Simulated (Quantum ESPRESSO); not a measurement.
## CaO (Lime): the optical phonon under strain

How far does biaxial strain in the (001) plane shift the zone-centre optical mode of CaO (Lime)?

Main program and level: Quantum ESPRESSO 7.5; DFT PBE, scalar-relativistic, plane waves, GBRV ultrasoft pseudopotentials.

## (1) Set-up

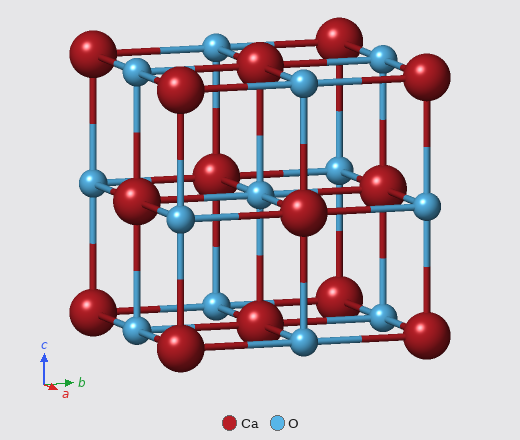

The cell as given, slightly off an axis (calcium red, oxygen blue). This picture shows the conventional cell, with its axes. Some periodic images of atoms are drawn too.

As a file:

```xyz
2
Lattice="-2.4159 0.0000 2.4159 0.0000 2.4159 2.4159 -2.4159 2.4159 0.0000" Properties=species:S:1:pos:R:3 pbc="T T T"
Ca    0.0000    0.0000    0.0000
O    -2.4159    2.4159    2.4159
```

This is the cell after its relaxation at this level of theory, not the database cell from which that began.

## (2) Uniaxial strain

The relaxed cell is stretched along z alone. This keeps all atoms on sites fixed by symmetry and splits the threefold mode into a singlet, polarised along z, and a doublet. The macroscopic field is left out, so these are transverse modes. Cutoff 55 Ry, k mesh 8×8×8.

From the response at ε_zz = 0.01:

Log:

```text
[banners, grids, parts of the stress and lines that vanish by symmetry left out]
Program PHONON v.7.5
     Reading xml data from directory:

[...]
Exchange-correlation= PBE
                           (   1   4   3   4   0   0   0)
[...]
kinetic-energy cut-off    =      55.0000  Ry
     charge density cut-off    =     440.0000  Ry
     convergence threshold     =      1.0E-18
[...]
Exchange-correlation= PBE
                           (   1   4   3   4   0   0   0)
[...]
q = (   0.0000000   0.0000000   0.0000000 )
     17 Sym.Ops. (with q -> -q+G )
     G cutoff =  469.2655  (  29971 G-vectors)     FFT grid: ( 45, 45, 45)
     G cutoff =  234.6328  (  10625 G-vectors)  smooth grid: ( 32, 32, 32)
     number of k points=    59
[...]
Mode symmetry, D_4h(4/mmm) point group:
[...]
Representation #   1 mode #   1
[...]
End of self-consistent calculation
     Convergence has been achieved
     Representation #   2 mode #   2
[...]
End of self-consistent calculation
     Convergence has been achieved
     Representation #   3 modes #   3   4
[...]
End of self-consistent calculation
     Convergence has been achieved
     Representation #   4 modes #   5   6
[...]
End of self-consistent calculation
     Convergence has been achieved
[...]
q = (    0.000000000   0.000000000   0.000000000 )
[...]
freq (    1) =       0.029258 [THz] =       0.975932 [cm-1]
     freq (    2) =       0.029258 [THz] =       0.975932 [cm-1]
     freq (    3) =       0.055352 [THz] =       1.846328 [cm-1]
     freq (    4) =       6.948159 [THz] =     231.765620 [cm-1]
     freq (    5) =       7.700687 [THz] =     256.867276 [cm-1]
     freq (    6) =       7.700687 [THz] =     256.867276 [cm-1]
[...]
Mode symmetry, D_4h(4/mmm) point group:
     freq (   1-   2) =          1.0  [cm-1]   --> E_u  X_5' M_5'  I
     freq (   3-   3) =          1.8  [cm-1]   --> A_2u X_4' M_4'  I
     freq (   4-   4) =        231.8  [cm-1]   --> A_2u X_4' M_4'  I
     freq (   5-   6) =        256.9  [cm-1]   --> E_u  X_5' M_5'  I

   JOB DONE.
```

| ε_zz | singlet (cm⁻¹) | doublet (cm⁻¹) | σ_zz (GPa) | σ_xx (GPa) |
| --- | --- | --- | --- | --- |
| -0.01 | 280.33 | 254.24 | -2.053 | -0.492 |
| -0.005 | 267.99 | 255.08 | -0.944 | -0.195 |
| 0 | 255.79 | 255.79 | 0.096 | 0.096 |
| 0.005 | 243.67 | 256.36 | 1.070 | 0.380 |
| 0.01 | 231.77 | 256.87 | 1.982 | 0.658 |

Stress is counted positive in tension.

## (3) The fit

To first order ω² − ω₀² = p ε_zz + q (ε_xx + ε_yy) for the mode along z, and likewise for x and y. With ε_zz alone the singlet gives p and the doublet q.

The linear terms of parabolas through ω² are p = -19.01 ω₀² and q = 1.02 ω₀², with ω₀ = 255.8 cm⁻¹. Those of the stresses are C11 = 202 GPa and C12 = 58 GPa. Under hydrostatic strain p and q imply γ = −(p + 2q)/(6 ω₀²) = 2.83.

A layer held to an in-plane strain ε and free along z takes ε_zz = −2 (C12/C11) ε = -0.570 ε. To first order the singlet then shifts by (q − p C12/C11) ε / ω₀ = 1647 ε cm⁻¹. For ε = 0.004, ε_zz = -0.00228, the formulas for ω² predict 262.30 cm⁻¹ for the singlet and 246.11 cm⁻¹ for the doublet.

## (4) A biaxially strained cell

This run was no part of the fit.

Log:

```text
[banners, grids, parts of the stress and lines that vanish by symmetry left out]
[banner, memory and clock lines left out]
Program PHONON v.7.5

[...]
Exchange-correlation= PBE
                           (   1   4   3   4   0   0   0)
[...]
kinetic-energy cut-off    =      55.0000  Ry
     charge density cut-off    =     440.0000  Ry
     convergence threshold     =      1.0E-18
[...]
Exchange-correlation= PBE
                           (   1   4   3   4   0   0   0)
[...]
q = (   0.0000000   0.0000000   0.0000000 )
     17 Sym.Ops. (with q -> -q+G )
     G cutoff =  465.4003  (  29883 G-vectors)     FFT grid: ( 45, 45, 45)
     G cutoff =  232.7002  (  10601 G-vectors)  smooth grid: ( 32, 32, 32)
     number of k points=    59
[...]
Mode symmetry, D_4h(4/mmm) point group:
[...]
Representation #   1 mode #   1
[...]
End of self-consistent calculation
     Convergence has been achieved
     Representation #   2 mode #   2
[...]
End of self-consistent calculation
     Convergence has been achieved
     Representation #   3 modes #   3   4
[...]
End of self-consistent calculation
     Convergence has been achieved
     Representation #   4 modes #   5   6
[...]
End of self-consistent calculation
     Convergence has been achieved
[...]
q = (    0.000000000   0.000000000   0.000000000 )
[...]
freq (    1) =       0.018172 [THz] =       0.606169 [cm-1]
     freq (    2) =       0.018172 [THz] =       0.606169 [cm-1]
     freq (    3) =       0.043437 [THz] =       1.448895 [cm-1]
     freq (    4) =       7.383138 [THz] =     246.274974 [cm-1]
     freq (    5) =       7.383138 [THz] =     246.274974 [cm-1]
     freq (    6) =       7.862204 [THz] =     262.254896 [cm-1]
[...]
Mode symmetry, D_4h(4/mmm) point group:
     freq (   1-   2) =          0.6  [cm-1]   --> E_u  X_5' M_5'  I
     freq (   3-   3) =          1.4  [cm-1]   --> A_2u X_4' M_4'  I
     freq (   4-   5) =        246.3  [cm-1]   --> E_u  X_5' M_5'  I
     freq (   6-   6) =        262.3  [cm-1]   --> A_2u X_4' M_4'  I
```

| mode | predicted (cm⁻¹) | run (cm⁻¹) |
| --- | --- | --- |
| singlet | 262.30 | 262.25 |
| doublet | 246.11 | 246.27 |

The stress along z is 0.092 GPa and that in the plane 0.974 GPa; the unstrained cell carries 0.096 GPa.

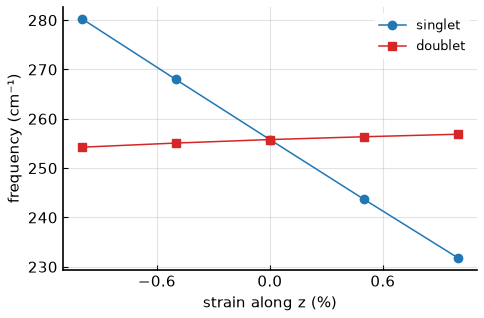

The two components under uniaxial strain.

## (5) Outcome

* p (in units of the squared frequency): -19.01
* q (same units): 1.022
* shift of the singlet per unit of biaxial strain: 1647 cm⁻¹
* C11 and C12: 202 and 58 GPa

To first order, one per cent of tensile biaxial strain moves the singlet of CaO (Lime) by 16.5 cm⁻¹ and the doublet by -23.7 cm⁻¹; the formulas miss the test run by up to 0.16 cm⁻¹. In the rock-salt structure this mode is infrared active and has no first-order Raman line. The third potential, r, needs shear strain, which was not run. These are harmonic values at zero temperature.

[Host names and launcher messages were left out of these logs when they were recorded.]

[Logs are printed without paths, hosts, clocks, repeated set-up lines and the standing remarks that a program may print on its own settings, such as how far it seeks lower states.]

[Hosts, paths, dates, database ids (printed as entryN), source tags and the programs' standing remarks are cut or masked in the printed files.]
